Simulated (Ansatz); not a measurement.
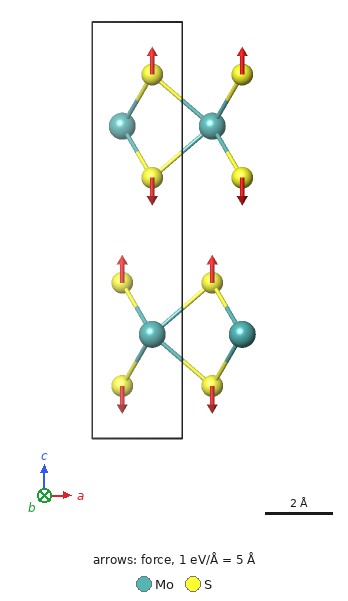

Starting geometry of a crystal of MoS₂ (set up in P6_3/mmc) with the computed forces as red arrows. The picture is a ball-and-stick view of the cell of the calculation, repeated 2 × 1 × 1 with one cell outlined, seen along the b axis.

Case: relaxed at 1 GPa.

Computed with DFT PBEsol, scalar-relativistic, plane waves, PAW (Ansatz 0.2.0). Settings: plane-wave cutoff 420 eV; k-point mesh 12 × 12 × 2; occupations gaussian; smearing width 0.02 eV; target pressure 1 GPa; no spin polarisation; cell and atoms relaxed; force threshold 0.008 eV/Å; at most 50 steps.

**Is this structure relaxed? If not, where do the atoms go?**

It isn't relaxed: the largest force vector, on S atoms, is 0.17 eV/Å. The atoms end up moving mostly along the starting forces (cosine between the two patterns 1.00). After 3 accepted moves (4 points after the start) the energy has risen by 5.1 meV per cell of the calculation. With the target pressure of 1 GPa, the enthalpy E + pV changes by −11.5 meV per cell of the calculation. Largest force component: 0.17 eV/Å at the start, 0.0034 eV/Å at the end. Pressure: 1.53 GPa at the start and 0.97 GPa at the end. At 1 point the geometry stayed and the basis and grid were re-selected for the new cell (energy shift of 0.2 meV per cell of the calculation at most each time). The largest moves relative to the cell, 0.047 Å, are those of S atoms. Mo stays in place. The drawn cell changes as follows: a = b 3.131 → 3.133 Å (+0.1 %), c 12.544 → 12.217 Å (−2.6 %); the volume changes by −2.5 %. Near-neighbour distances that change, for instance: Mo–S 2.384 → 2.389 Å. The space group stays P6_3/mmc (No. 194).
